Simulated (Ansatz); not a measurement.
Rh

The calculation's input:

```
crystal:
  lattice:
    - [4.3927441251, 0.0, 0.0]
    - [-2.1963720626, 3.8042280046, 0.0]
    - [0.0, 0.0, 2.6938778654]
  atoms:
    - { symbol: Rh, position: [0.0, 0.0, 0.0] }
    - { symbol: Rh, position: [0.3333333333, 0.6666666667, 0.5] }
    - { symbol: Rh, position: [0.6666666667, 0.3333333333, 0.5] }
hamiltonian:
  xc: pbesol
  pseudopotentials:
    kind: paw
    azcp:
      Rh: "pseudopotentials/Rh.paw.azcp"
basis:
  ecutwfc: 420
  fft_grid_basis: typed
kpoints:
  mp_grid: { grid: [10, 10, 13], shift: [0, 0, 0] }
magnetization:
  spin_polarized: false
scf:
  occupations: { method: fermi_dirac, width: 0.1 }
  lower_state_search: "off"
output:
  stress: true
  write_density: true
  write_potential: true
  elf: true
  volumetric_format: npy
```

Below, planes, directions and counts refer to the conventional cell (a = 4.39 Å, b = 4.39 Å, c = 2.69 Å, α = 90.00°, β = 90.00°, γ = 120.00°).

Space group P6/mmm; set up as Rh, omega (AlB2-type); a generated structure, not necessarily the stable one; changed on purpose from its base cell (volume × 1.08); computed pressure about −17 GPa in this cell; computed without spin polarisation.

The calculation used DFT, PBEsol, plane waves (420 eV) with PAW, scalar-relativistic (Ansatz 0.2.0).

**What will maps of the valence pseudo-density and electron localisation function show?**

Rh–Rh (2.69 Å): the density is about 0.34 e/Å³ at the midpoint; the ELF is about 0.25 at the midpoint: no localised pair shows between them.

**Metal or insulator at this level of theory?**

It is metallic or semimetallic at this level of theory: no gap opens.

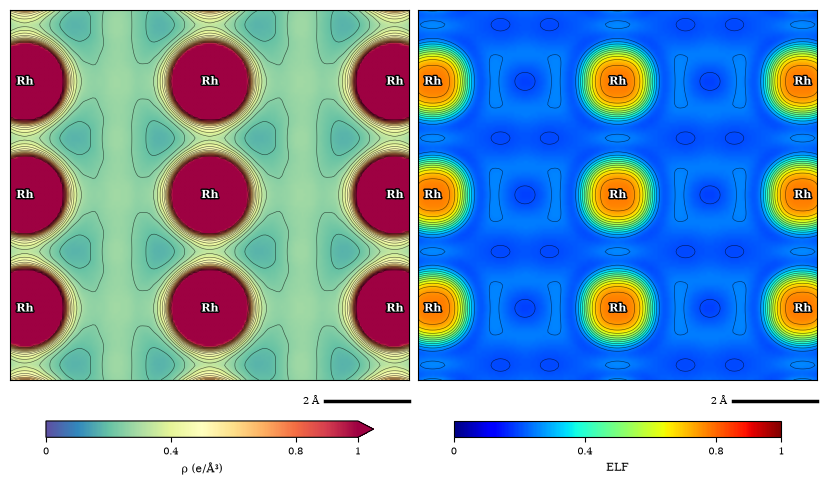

Computed valence pseudo-density and electron localisation function on the (100) plane of the conventional cell, in this order. 
